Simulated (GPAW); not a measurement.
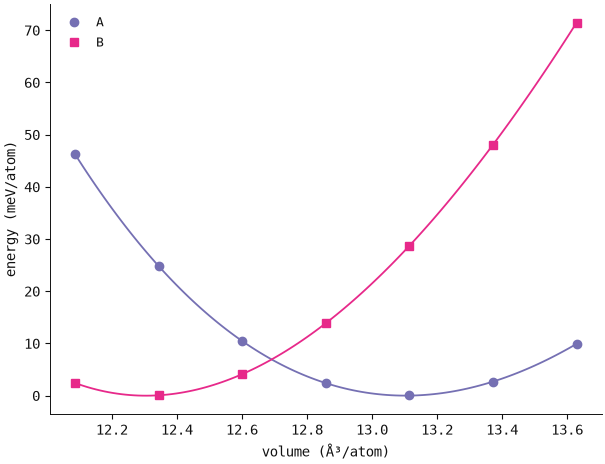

The figure compares two calculations of the energy against volume, each curve from its own zero. The first is for BaTiO₃, space group Pm-3m (No. 221).

The cell holds 5 atoms.

How it was computed, with GPAW 26.7.0: PAW DFT in plane waves, on a grid or in atomic orbitals, no spin polarisation; energies at scaled volumes of the given cell, shape and fractions fixed, counted from the fit's minimum, third-order Birch-Murnaghan fit. Level: PBE.

k mesh 7×7×7; occupations Fermi–Dirac; smearing width 0.05 eV; potentials GPAW PAW data sets (gpaw data 1.2.1); wave cutoff 800 eV; program settings basis pw.

In the second, the level changes from PBE to LDA.

### Which of A and B is the second calculation, and what did the change do?

B. The equilibrium volume falls from 13.10 to 12.30 Å³/atom (−6.1 %) and the bulk modulus rises from 162 to 194 GPa (+20 %). As usual, the local density approximation binds more tightly than this gradient-corrected functional.

V0 and the bulk modulus come from third-order Birch–Murnaghan fits.
